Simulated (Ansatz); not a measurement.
WS$_{2}$: several calculations on one system

**1. A change**

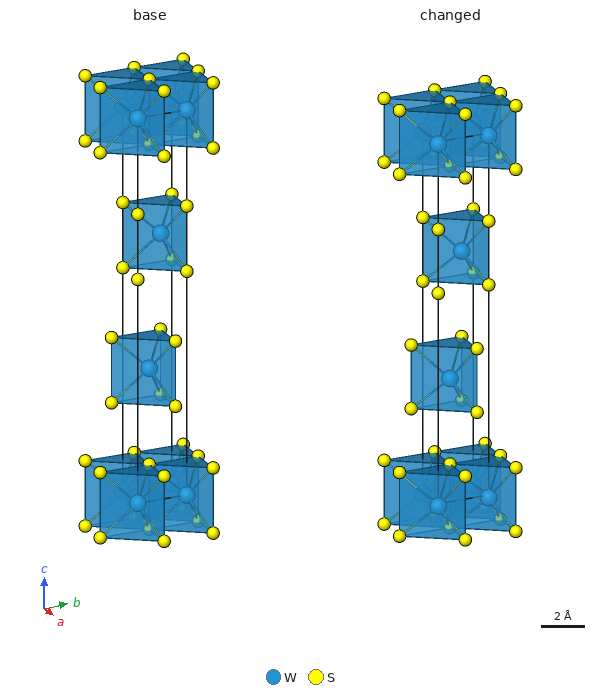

Left: a symmetric starting cell of WS2. Right: the same structure after one change, at the same scale. The picture is a polyhedral view of the conventional cell (3 times the calculation's cell), seen slightly off an axis. Lengths and directions refer to the drawn axes.

Theory: Ansatz, DFT PBE, scalar-relativistic, plane waves, PAW. Settings: plane-wave cutoff 420 eV; k-point mesh 12 × 12 × 12; occupations gaussian; smearing width 0.02 eV; no spin polarisation.

### Which change leads from the left to the right?

The cell is strained by −6.0 % along c and +3.0 % across it (volume −0.3 %) and atoms are displaced by 0.12 Å relative to the cell: W 0.12 Å along −c. No relaxation follows. The starting cell wasn't computed here and needn't be at equilibrium, so pressure and forces aren't due to the change alone.

### How do the computed properties respond?

Near-neighbour distances before and after: S–W 2.391 → 2.522 Å, S–W 2.415 → 2.327 Å. The space group stays R3m (No. 160). The pressure is 2.1 GPa (not all of it need come from the change, since the unchanged cell can be under pressure at this level too). The principal stresses (compression positive) are 8.0 GPa along c and −0.8 GPa across it. The largest force is 4.7 eV/Å, on the W atom, along +c. The forces mostly point back along the displacements (cosine −0.81).

**2. A change**

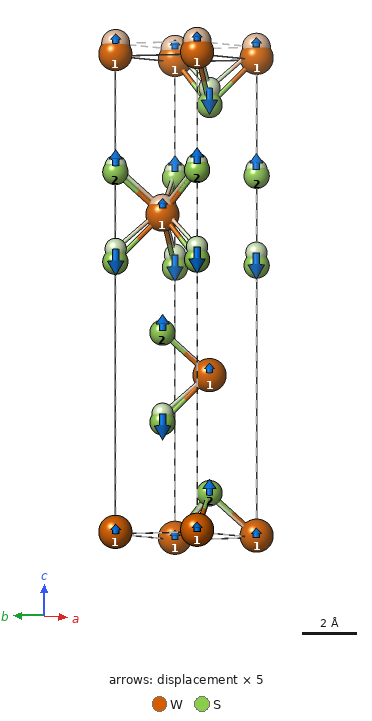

A symmetric starting cell of WS₂, drawn pale, and a changed version of it, drawn solid. The blue arrows show how the atoms are displaced (without the part that the change of the cell carries along), magnified 5 times. Besides, the cell is strained by −2.6 % along c and +0.4 % across it (volume −1.7 %). A ball-and-stick model of the conventional cell (3 times the calculation's cell), seen from a free direction. Lengths and directions refer to the drawn axes.

Level of theory: Ansatz, DFT PBE, scalar-relativistic, plane waves, PAW. (plane-wave cutoff 420 eV; k-point mesh 12 × 12 × 12; occupations gaussian; smearing width 0.02 eV; no spin polarisation)

Question: How are the atoms displaced, and what does the calculation give?

Answer: Atoms are displaced by up to 0.20 Å (root mean square over those that move 0.15 Å) relative to the cell: W 0.08 Å along +c. No relaxation follows. The starting cell wasn't computed here and needn't be at equilibrium, so pressure and forces aren't due to the change alone. Near-neighbour distances before and after: S–W 2.415 → 2.585 Å, S–W 2.391 → 2.403 Å. The space group stays R3m (No. 160). The pressure is −6.2 GPa (not all of it need come from the change, since the unchanged cell can be under pressure at this level too). The principal stresses (compression positive) are −13.9 GPa along c and −2.3 GPa across it. The largest force is 3.5 eV/Å, on an S atom. The forces mostly point back along the displacements (cosine −0.84).

**3. Distortion**

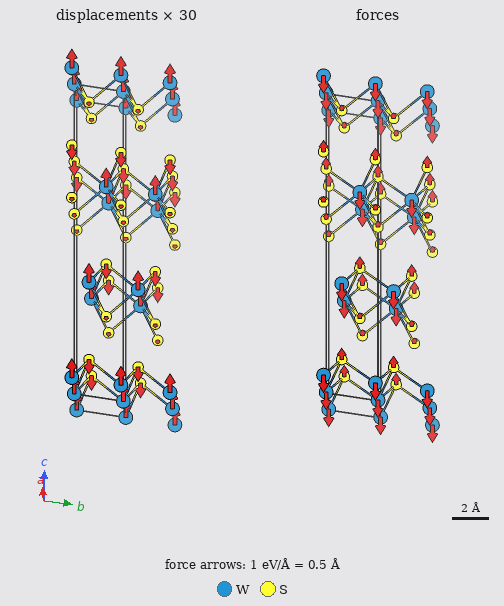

Left: a symmetric starting cell of WS2, with red arrows for the displacements applied to it (without the part that the change of the cell carries along). Right: the displaced structure with the computed forces. Besides, the cell is strained by −3.4 % along c and +5.6 % across it (volume +7.8 %). A ball-and-stick model of the conventional cell (3 times the calculation's cell), repeated 2 × 2 × 1 with one cell outlined, seen from a free direction. Lengths and directions refer to the drawn axes.

The calculation used DFT PBE, scalar-relativistic, plane waves, PAW (Ansatz 0.2.0). (plane-wave cutoff 420 eV; k-point mesh 12 × 12 × 12; occupations gaussian; smearing width 0.02 eV; no spin polarisation)

Question: Where do the forces point?

Answer: Atoms are displaced by up to 0.04 Å (root mean square over those that move 0.03 Å) relative to the cell: W 0.04 Å along +c. No relaxation follows. The starting cell wasn't computed here and needn't be at equilibrium, so pressure and forces aren't due to the change alone. Near-neighbour distances before and after: S–W 2.415 → 2.490 Å, S–W 2.391 → 2.395 Å. The space group stays R3m (No. 160). The pressure is −4.4 GPa (not all of it need come from the change, since the unchanged cell can be under pressure at this level too). The principal stresses (compression positive) are 5.2 GPa along c and −9.2 GPa across it. The largest force is 2.2 eV/Å, on the W atom, along −c. The forces point straight back along the displacements (cosine −0.99).

**4. Distortion**

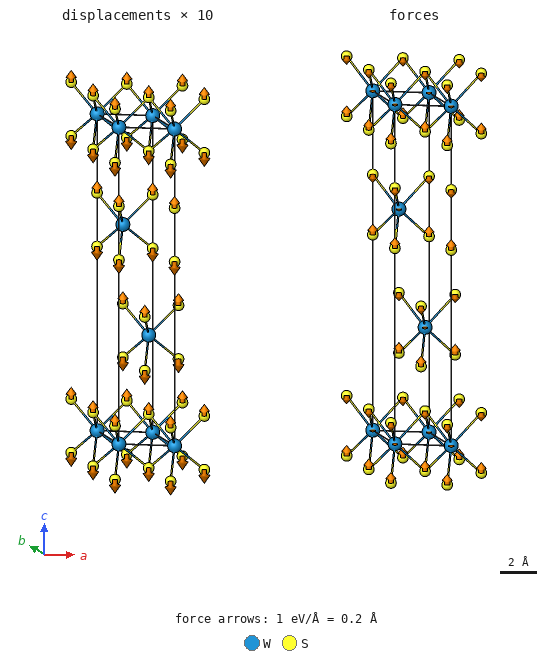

Left: a symmetric starting cell of WS₂, with orange arrows for the displacements applied to it (without the part that the change of the cell carries along). Right: the displaced structure with the computed forces. Besides, the cell is strained by +7.1 % along c and +1.1 % across it (volume +9.6 %). A ball-and-stick model of the conventional cell (3 times the calculation's cell), seen slightly off an axis. Lengths and directions refer to the drawn axes.

These are results of DFT PBE, scalar-relativistic, plane waves, PAW (Ansatz), not measurements. (plane-wave cutoff 420 eV; k-point mesh 12 × 12 × 12; occupations gaussian; smearing width 0.02 eV; no spin polarisation)

### Describe the distortion and the response.

Atoms are displaced by up to 0.08 Å (root mean square over those that move 0.06 Å) relative to the cell: W 0.01 Å along +c. No relaxation follows. The starting cell wasn't computed here and needn't be at equilibrium, so pressure and forces aren't due to the change alone. Some distances before and after: S–W 2.415 → 2.572 Å, S–W 2.391 → 2.520 Å. The space group stays R3m (No. 160). The pressure is −14.1 GPa (not all of it need come from the change, since the unchanged cell can be under pressure at this level too). The principal stresses (compression positive) are −25.9 GPa along c and −8.2 GPa across it. The largest force is 3.2 eV/Å, on an S atom. The forces point straight back along the displacements (cosine −1.00).
